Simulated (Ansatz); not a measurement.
System: CdI2-type ZrS2, space group P-3m1, 3 atoms in the cell.

```xyz
3
Lattice="3.6914 0.0000 0.0000 -1.8457 3.1968 0.0000 0.0000 0.0000 6.0411" Properties=species:S:1:pos:R:3 pbc="T T T"
Zr    0.0000    0.0000    0.0000
S     0.0000    2.1312    1.4372
S     1.8457    1.0656    4.6038
```

Computed with Ansatz: PBEsol, Zr d U = 6 eV, all-electron LAPW, no spin polarisation, no spin-orbit coupling, 8×8×5 k mesh in the self-consistent step, Fermi-Dirac smearing of 0.05 eV.

What does the calculation give for the electronic structure?

There is a gap; over the k points computed it is 2.06 eV. Within the window shown, the tallest peak of the filled states lies 2.6 eV under the valence-band top, at about 6.8 states per eV and cell.

The density of states comes from the program's own step for it, whose mesh and broadening can differ from those of the self-consistent step. U is the effective U less J, on atomic orbitals that reach past the spheres. An odd mesh through Γ misses points on the zone boundary, where band edges often lie. The cell is at 3 GPa in this functional. The cell is a database's computed one.

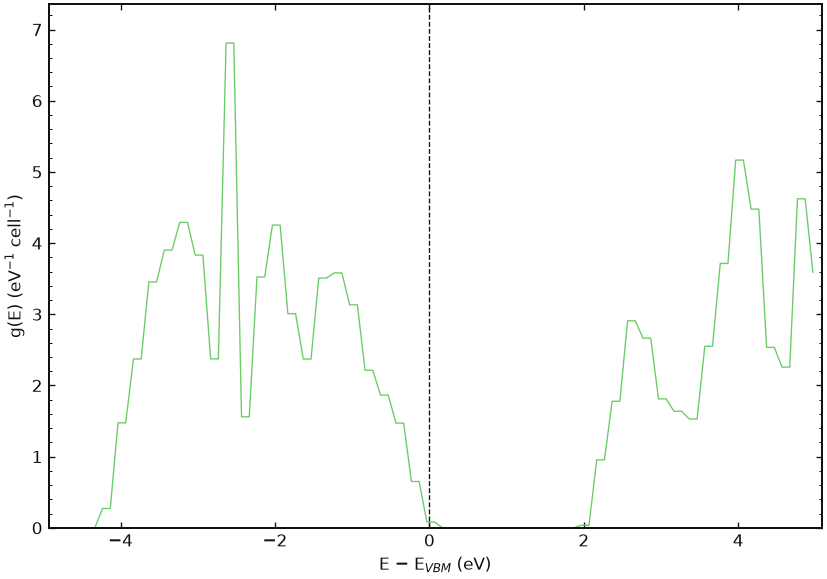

Density of states. Energies are counted from the top of the valence band.
